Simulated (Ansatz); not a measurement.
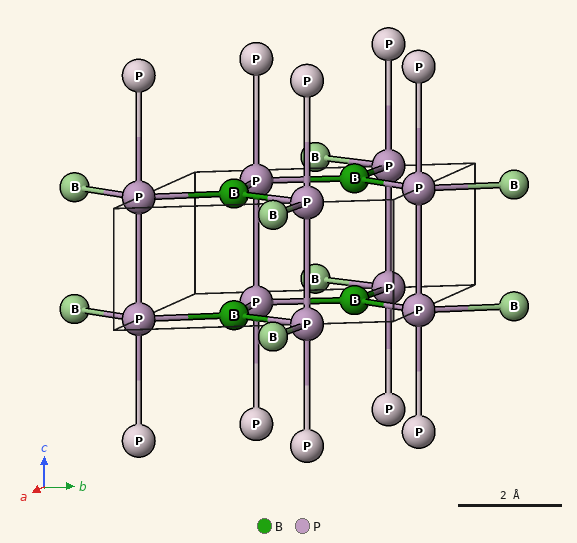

This ball-and-stick model is shown slightly off an axis. The parallelepiped is the conventional unit cell. Bonded atoms from the next cells complete the picture, in fainter colours. Cell: a = 5.60 Å, b = 5.60 Å, c = 2.39 Å, α = 90.00°, β = 90.00°, γ = 120.00°.

The structure comes from a structure type filled with these elements by a generator (whether the compound takes this form wasn't checked). Earlier steps of the study, as a rule a relaxation of our own, may have changed the cell and positions, so they can lie some per cent off the listed ones. It went into a calculation with Ansatz.

Q: Notes on the structure:

A: The stoichiometry is B2P3. The symmetry is that of P-62m (No. 189), on a primitive hexagonal lattice. Atoms per cell: 5 (2 B, 3 P). The neighbours of B are three P in a trigonal planar arrangement at about 1.9 Å. The P atoms are each bonded to two B and two P (about 1.9 Å to B, 2.4 Å to P). The bonds build a three-dimensional framework.

Theory: DFT PBE, scalar-relativistic, plane waves, PAW in Ansatz 0.2.0. Numerical settings: a basis cut at 420 eV, a 12×12×16 sampling of the Brillouin zone, Gaussian smearing of 0.1 eV, no spin polarisation.

Q: Metal or not?

A: A metal: bands cross the Fermi level.

Q: Predict the Bader charges.

A: B +0.29 e; P -0.20 e.

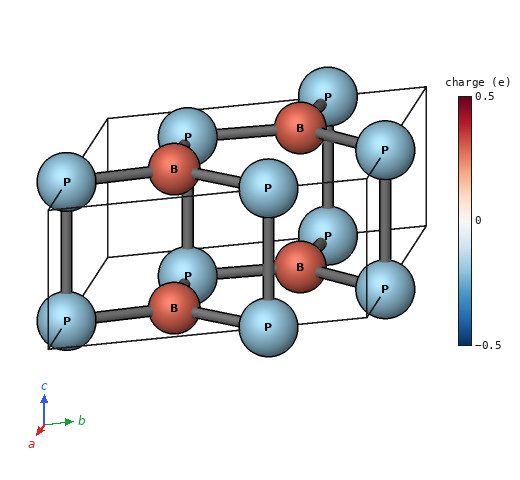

The atoms coloured by those charges. The run's cell of 5 atoms is drawn.

Q: Are forces and stress small enough to call this relaxed?

A: Yes. All forces vanish to within 0.01 eV/Å. The pressure is 0.0 GPa, close to zero.
